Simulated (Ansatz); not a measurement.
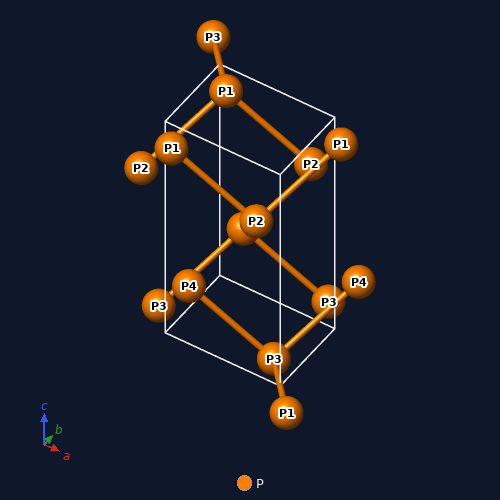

The system is P (Cmce, No. 64; 4 atoms in the cell); the picture shows the reference structure. The cell is strained homogeneously, by one strain along x and y and another along z, with fractional coordinates fixed (x along [1 0 0], z along [0 0 1] of the conventional cell). Coordinates scanned: (1) strain along x and y; (2) strain along z. The grid has 5 × 5 points. Points are written as (first, second). Energies: meV/atom, counted from the lowest grid point. Theory: Ansatz 0.2.0, DFT PBEsol, scalar-relativistic, plane waves, PAW. Settings: cutoff 420 eV, k-mesh 16×16×12 in the order of the run's cell vectors, gaussian smearing 0.15 eV, no spin polarisation.

Its coordinates:

```xyz
4
Lattice="1.6587 -5.1454 0.0000 1.6587 5.1454 0.0000 0.0000 0.0000 4.1972" Properties=species:S:1:pos:R:3 pbc="T T T"
P     1.6587    4.0619    3.8913
P     1.6587   -1.0834    2.4045
P     1.6587   -4.0619    0.3059
P     1.6587    1.0834    1.7927
```

Range: strain along x and y from −3.0 to 3.0 %; strain along z from −3.0 to 3.0 %.

### Predict the map.

The lowest grid point is at (0.0 %, 0.0 %). It is the only kind of minimum in the scanned range. The highest grid point, (−3.0 %, −3.0 %), lies 44.0 meV/atom above the lowest. Round the minimum the valley is somewhat tilted: raising strain along x and y shifts the best value of strain along z downwards (coupling k₁₂/√(k₁₁k₂₂) about 0.4).

```tsv
strain along z ↓, strain along x and y →	−3.0	−1.5	0.0	1.5	3.0
3.0	19.9	7.3	6.7	16.7	36.4
1.5	20.2	4.8	1.7	9.6	27.2
0.0	24.2	5.8	0.0	5.4	20.9
−1.5	32.1	10.4	1.7	4.5	17.6
−3.0	44.0	18.8	6.9	6.8	17.3
```

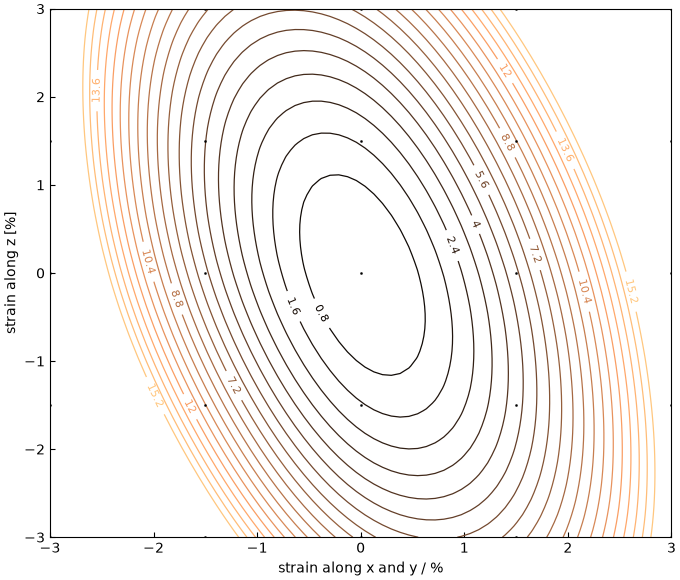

In the figure: contour lines labelled in meV/atom (none above 15.2), dots at the grid points. Between grid points the surface is interpolated.
